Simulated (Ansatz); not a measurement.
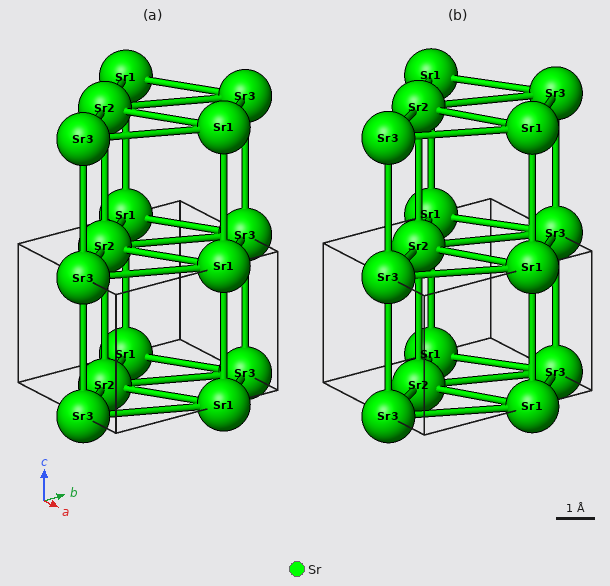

Left: a symmetric starting cell of Sr. Right: the same structure after one change, at the same scale. Style: ball-and-stick. Shown: the cell of the calculation, repeated 1 × 1 × 2 with one cell outlined, slightly off an axis.

Method: DFT LDA, scalar-relativistic, plane waves, PAW in Ansatz. Settings: plane-wave cutoff 420 eV; k-point mesh 9 × 9 × 12; occupations gaussian; smearing width 0.1 eV; no spin polarisation.

**What was changed?**

The cell is strained by +0.5 % along c and +3.5 % across it (volume +7.5 %) and atoms are displaced by 0.16 Å relative to the cell: Sr3 0.16 Å along −a. No relaxation follows. The starting cell wasn't computed here and needn't be at equilibrium, so pressure and forces aren't due to the change alone.

**How do the computed properties respond?**

The pressure is −1.5 GPa (not all of it need come from the change, since the unchanged cell can be under pressure at this level too). The principal stresses (compression positive) are −0.8 GPa along c and −1.9 GPa across it. The largest forces, 0.18 eV/Å, act on Sr1, Sr2 and Sr3; on Sr3 it points along +a. The forces point straight back along the displacements (cosine −1.00). Near-neighbour distances before and after: Sr–Sr 4.090 → 4.501 Å, Sr–Sr 3.817 → 3.834 Å, Sr–Sr 4.074 → 4.088 Å. The space group stays P-62m (No. 189).
